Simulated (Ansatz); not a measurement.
Ti₃Se

The calculation's input:

```
crystal:
  lattice:
    - [3.3581241305, 0.0, 0.0]
    - [0.0, 3.3581241305, 0.0]
    - [0.0, 0.0, 5.7923229754]
  atoms:
    - { symbol: Ti, position: [0.5, 0.5, 0.2603261713] }
    - { symbol: Ti, position: [0.5, 0.5, 0.7396738287] }
    - { symbol: Ti, position: [0.0, 0.0, 0.0] }
    - { symbol: Se, position: [0.0, 0.0, 0.5] }
basis:
  ecutwfc: 420
kpoints:
  mp_grid: { grid: [14, 14, 8] }
hamiltonian:
  xc: pbe
scf:
  occupations: { method: gaussian, width: 0.1 }
output:
  forces: true
  stress: true
  eigenvalues: true
  write_density: true
  write_potential: true
  elf: true
  volumetric_format: npy
relax:
  adjacent_minimum: "off"
  f_tol: 0.01
  max_steps: 80
  cell: { stress_tol: 0.05 }
```

Command:

```sh
ansatz run input.yaml --threads 1 --pin off --max-ram 2560MiB --backend cpu --events-out ev --progress --plain --runs-dir out
```

Below, planes, directions and counts refer to the conventional cell (a = 3.36 Å, b = 3.36 Å, c = 5.80 Å, α = 90.00°, β = 90.00°, γ = 90.00°).

The fields are those of the relaxed geometry.

Space group P4/mmm; a structure generated by program, which may or may not match a known phase; computed without spin polarisation.

The calculation used Ansatz 0.2.0, DFT PBE, scalar-relativistic, plane waves, PAW.

Predict the valence pseudo-density and electron localisation function between the atoms.

Answer. Ti–Se (2.75 Å): the density is about 0.27 e/Å³ at the midpoint, with its minimum of 0.23 e/Å³ about 1.2 Å from Ti; the ELF is about 0.35 at the midpoint.
Ti–Ti (2.78 Å): ρ at the midpoint is about 0.25 e/Å³; the ELF is about 0.35 at the midpoint.
Ti–Se (2.90 Å): ρ is about 0.21 e/Å³ halfway, with its minimum of 0.17 e/Å³ about 1.3 Å from Ti; the ELF is about 0.25 at the midpoint.

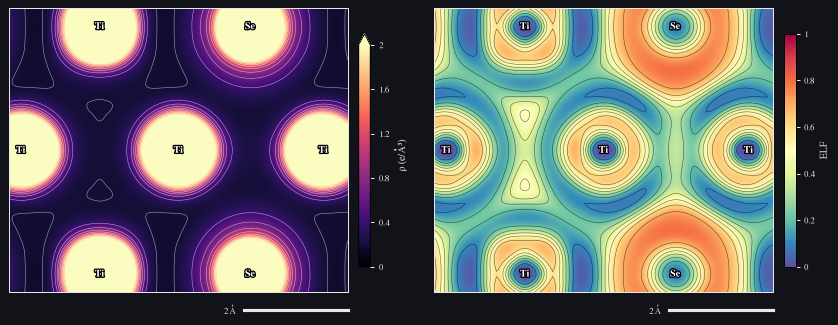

Computed valence pseudo-density and electron localisation function on the (11̄0) plane of the conventional cell, in this order. 

In a PAW calculation such maps are meaningful between the atoms, not at the nuclei.
